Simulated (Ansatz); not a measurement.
## Two runs on Rh

System: Rh (1 atom in the cell).
Method of run A: DFT PBEsol, scalar-relativistic, plane waves, PAW, no spin polarisation (Ansatz 0.2.0).

The structure was made by swapping elements on the sites of another compound; it need not be a known phase. Text and figures count atoms from 1; the logs count them from 0 in places.

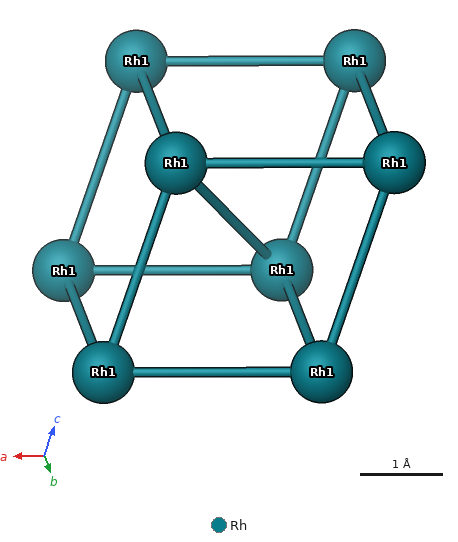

Figure 1. The structure (ball-and-stick view of the cell of the calculation, seen at an oblique angle; atoms are numbered from 1 in the order of the input). Near neighbours in the crystal (not all of them lie inside the picture): Rh has 8 Rh at 2.71 Å.

**The input, run A**
```yaml
crystal:
  lattice:
    - [-1.56609214, 1.56609214, 1.56609214]
    - [1.56609214, -1.56609214, 1.56609214]
    - [1.56609214, 1.56609214, -1.56609214]
  atoms:
    - { symbol: Rh, position: [0.0, 0.0, 0.0] }
basis:
  ecutwfc: 420
kpoints:
  mp_grid: { grid: [18, 18, 18] }
hamiltonian:
  xc: pbesol
scf:
  occupations: { method: gaussian, width: 0.1 }
output:
  forces: true
  stress: true
  eigenvalues: true
```

Command:
```bash
ansatz run input.yaml --threads 1 --pin off --max-ram 1331MiB --backend cpu --events-out ev --progress --plain --runs-dir out
```

Hardware: 1 thread of an x86-64 CPU, shared host.

**Output, shortened to warnings, some set-up lines, iterations and results (run A)**
```
Basis set: ecut = 420 eV, 321 PW (Γ), exchange–correlation on 40×40×40 points (8 copies of the dense FFT grid, shifted against one another)
Symmetry: 48 space group operations
k-points: 195 of 5832
Initial density: superposition of atomic densities (neutral atoms: chi_scale 0, normalization atom), corrected by the library's trained network
[...]
SCF iter   1: F=—  HF=-6338.256750 eV  |F-HF|=—  |Δ(HF+E_count)|=         —  Δρ=9.53e-3  dr2=1.23e-2  ethr=1.77e-3  ⟨swp⟩=4.9  Hψ=13767  notcnv=0
SCF iter   2: F=—  HF=-6338.253705 eV  |F-HF|=—  |Δ(HF+E_count)|=   3.04e-3  Δρ=4.25e-3  dr2=1.84e-3  ethr=7.22e-5  ⟨swp⟩=2.6  Hψ=5621  notcnv=0  defer=17
SCF iter   3: F=—  HF=-6338.253147 eV  |F-HF|=—  |Δ(HF+E_count)|=   5.58e-4  Δρ=1.42e-3  dr2=6.31e-5  ethr=1.08e-5  ⟨swp⟩=2.1  Hψ=3430  notcnv=0  defer=17
SCF iter   4: F=—  HF=-6338.253102 eV  |F-HF|=—  |Δ(HF+E_count)|=   4.46e-5  Δρ=1.09e-4  dr2=7.86e-7  ethr=3.71e-7  ⟨swp⟩=2.3  Hψ=4226  notcnv=0  defer=17
SCF iter   5: F=-6338.253102 eV  HF=-6338.253102 eV  |F-HF|=2.66e-8  |Δ(HF+E_count)|=   1.84e-7  Δρ=3.43e-5  dr2=5.11e-8  ethr=4.62e-9  ⟨swp⟩=2.4  Hψ=4087  notcnv=0  defer=17
SCF iter   6: F=-6338.253102 eV  HF=-6338.253102 eV  |F-HF|=8.39e-10  |Δ(HF+E_count)|=   1.31e-8  Δρ=7.10e-6  dr2=1.79e-9  ethr=3.01e-10  ⟨swp⟩=3.0  Hψ=8331  notcnv=0
SCF 1 converged in 6 iterations: F = -6338.253102 eV  dr2 = 1.79e-9
SCF converged after 6 iterations
Free energy (F): -6338.253102 eV
Harris-Foulkes:  -6338.253102 eV  (|F-HF|=8.39e-10)
Internal energy: -6338.237560 eV  (E = F + TS)
E sigma→0 (E₀):  -6338.245331 eV
Entropy (-TS):   -0.015542 eV (-15.542 meV/atom)
Fermi energy:    19.087632 eV
--- Per-component energies (eV) ---
  E_band       = -130.174627
  E_kinetic    = 570.624814
  E_local      = -1701.582635  (includes V_loc(G=0)·N_el)
  E_nonlocal   = 357.686719
  E_hartree    = 595.631179
  E_xc         = -219.017153
  E_vxc        = -275.829998  (∫ρ·V_xc dr)
  E_paw        = -3524.269731  (= ΣΔE_a)
  E_vpaw       = -272.337977  (= ΣTr[D̂ρ^β])
  E_aug_tail   = 0.000857  (compensation charges beyond the density's cutoff)
  E_ewald      = -2417.587809
  E_core_change = 0.276200  (= ΣΔE_core)
  E_smearing   = -0.015542  (= −TS)
  E_closure    = -0.000000  (closes the sum)
  Σ components = -6338.253102   (vs F -6338.253102, Δ=0.00e0)
--- Forces (eV/Å), atoms counted from 1 ---
  atom   1  Rh    -0.00000000    -0.00000000    -0.00000000
  max |Σ_I F_I| component: 3.24e-32 eV/Å
--- Stress (GPa, compression-positive) ---
      -20.965197      -0.000000       0.000000
        0.000000     -20.965197      -0.000000
        0.000000       0.000000     -20.965197
  P = ⅓ Tr σ = -20.9652 GPa (-209.652 kbar)
```

For run B the input was changed thus:
```diff
-  mp_grid: { grid: [18, 18, 18] }
+  mp_grid: { grid: [8, 8, 8] }
```

How does run B compare with run A?

The free energy of run B is 2.4 meV per atom higher, which measures how much it depends on this numerical setting. The number of SCF iterations is the same. The irreducible k-points go from 195 to 29.

**Output, shortened to warnings, some set-up lines, iterations and results (run B)**
```
Basis set: ecut = 420 eV, 321 PW (Γ), exchange–correlation on 40×40×40 points (8 copies of the dense FFT grid, shifted against one another)
Symmetry: 48 space group operations
k-points: 29 of 512
Initial density: superposition of atomic densities (neutral atoms: chi_scale 0, normalization atom), corrected by the library's trained network
[...]
SCF iter   1: F=—  HF=-6338.254581 eV  |F-HF|=—  |Δ(HF+E_count)|=         —  Δρ=9.71e-3  dr2=1.33e-2  ethr=1.77e-3  ⟨swp⟩=5.0  Hψ=2024  notcnv=0
SCF iter   2: F=—  HF=-6338.251300 eV  |F-HF|=—  |Δ(HF+E_count)|=   3.28e-3  Δρ=4.31e-3  dr2=1.79e-3  ethr=7.79e-5  ⟨swp⟩=2.6  Hψ=845  notcnv=0  defer=2
SCF iter   3: F=—  HF=-6338.250742 eV  |F-HF|=—  |Δ(HF+E_count)|=   5.58e-4  Δρ=1.45e-3  dr2=6.56e-5  ethr=1.05e-5  ⟨swp⟩=2.1  Hψ=503  notcnv=0  defer=2
SCF iter   4: F=—  HF=-6338.250694 eV  |F-HF|=—  |Δ(HF+E_count)|=   4.75e-5  Δρ=9.72e-5  dr2=4.94e-7  ethr=3.86e-7  ⟨swp⟩=2.4  Hψ=631  notcnv=0  defer=2
SCF iter   5: F=-6338.250694 eV  HF=-6338.250694 eV  |F-HF|=7.63e-9  |Δ(HF+E_count)|=   1.03e-7  Δρ=2.64e-5  dr2=2.36e-8  ethr=2.90e-9  ⟨swp⟩=2.3  Hψ=507  notcnv=0  defer=2
SCF iter   6: F=-6338.250694 eV  HF=-6338.250694 eV  |F-HF|=2.52e-10  |Δ(HF+E_count)|=   2.89e-9  Δρ=5.40e-6  dr2=7.46e-10  ethr=1.39e-10  ⟨swp⟩=2.8  Hψ=1239  notcnv=0
SCF 1 converged in 6 iterations: F = -6338.250694 eV  dr2 = 7.46e-10
SCF converged after 6 iterations
Free energy (F): -6338.250694 eV
Harris-Foulkes:  -6338.250694 eV  (|F-HF|=2.52e-10)
Internal energy: -6338.235655 eV  (E = F + TS)
E sigma→0 (E₀):  -6338.243175 eV
Entropy (-TS):   -0.015039 eV (-15.039 meV/atom)
Fermi energy:    19.076796 eV
--- Per-component energies (eV) ---
  E_band       = -130.280705
  E_kinetic    = 570.568980
  E_local      = -1701.400062  (includes V_loc(G=0)·N_el)
  E_nonlocal   = 357.659055
  E_hartree    = 595.512247
  E_xc         = -219.013357
  E_vxc        = -275.824959  (∫ρ·V_xc dr)
  E_paw        = -3524.251764  (= ΣΔE_a)
  E_vpaw       = -272.309356  (= ΣTr[D̂ρ^β])
  E_aug_tail   = 0.000856  (compensation charges beyond the density's cutoff)
  E_ewald      = -2417.587809
  E_core_change = 0.276200  (= ΣΔE_core)
  E_smearing   = -0.015039  (= −TS)
  E_closure    = 0.000000  (closes the sum)
  Σ components = -6338.250694   (vs F -6338.250694, Δ=0.00e0)
--- Forces (eV/Å), atoms counted from 1 ---
  atom   1  Rh    -0.00000000     0.00000000    -0.00000000
  max |Σ_I F_I| component: 4.21e-32 eV/Å
--- Stress (GPa, compression-positive) ---
      -20.994380      -0.000000      -0.000000
       -0.000000     -20.994380       0.000000
       -0.000000       0.000000     -20.994380
  P = ⅓ Tr σ = -20.9944 GPa (-209.944 kbar)
```

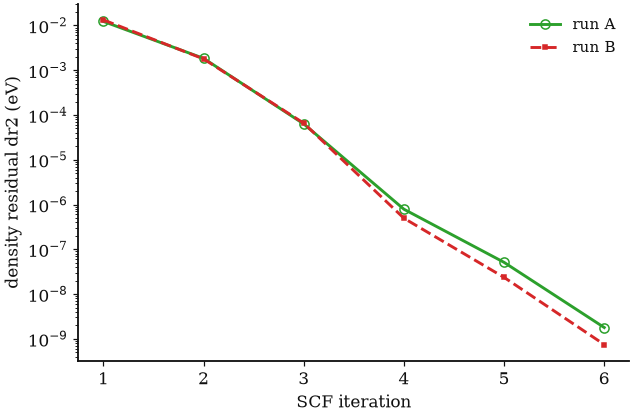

Figure 2. Convergence of the two runs: density residual dr2 against the SCF iteration. Run A takes 6 iterations in all, and run B takes 6.

**The two runs side by side**

| quantity | run A | run B |
| --- | --- | --- |
| outcome | converged | converged |
| free energy per atom (eV) | −6338.2531 | −6338.2507 |
| energy per atom, smearing taken to zero (eV) | −6338.2453 | −6338.2432 |
| gap on the mesh (eV) | 0.00 | 0.00 |
| pressure (GPa) | −20.97 | −20.99 |
| largest force (eV/Å) | 0.000 | 0.000 |
| SCF iterations | 6 | 6 |
| irreducible k-points | 195 | 29 |
| plane waves at Γ | 321 | 321 |
| wall time (shared host) | 4 s | 0.91 s |

For both runs: The cell is under a tension of 21 GPa at this level, so it is not at its equilibrium volume.
